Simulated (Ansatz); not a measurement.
System: MgS, space group P6_3/mmc, 4 atoms in the cell, NiAs type.

Space group P6_3/mmc (No. 194). a = 3.645 Å, b = 3.645 Å, c = 6.147 Å, α = 90.00°, β = 90.00°, γ = 120.00°
```tsv
atom	site	symmetry	x	y	z
Mg	2a	-3m.	0.0000	0.0000	0.0000
S	2c	-6m2	0.3333	0.6667	0.2500
```

Method: DFT, PBE, plane waves, PAW, no spin polarisation, 12×12×4 k mesh, 420 eV cutoff, Fermi-Dirac smearing of 0.02 eV (Ansatz 0.2.0).

What does the calculation give for the electronic structure? The path is Γ–M–K–Γ–A–L–H–A|L–M|H–K.

The material is gapped. The gap along this path is 3.42 eV and indirect, from the valence-band top at Γ to the conduction-band bottom at K; the smallest direct gap is 3.54 eV, at Γ. Two bands meet at the valence-band top at Γ: it is doubly degenerate (spin aside). The direct gaps are 4.66 eV at M, 5.89 eV at H and 5.54 eV at K.

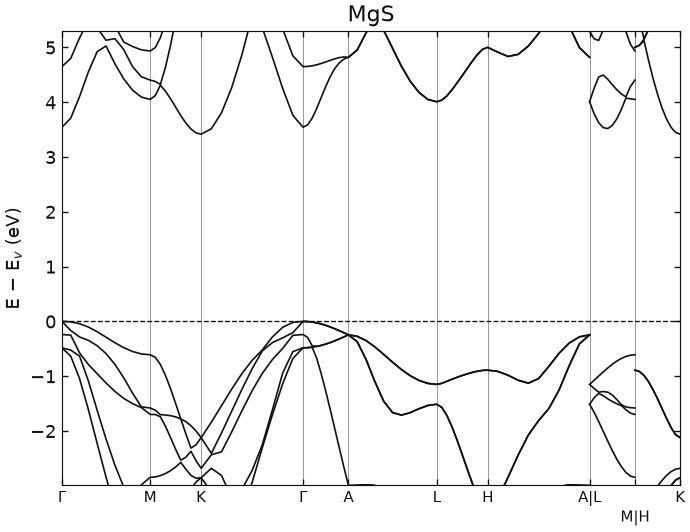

Band structure. Energies are counted from the top of the valence band.
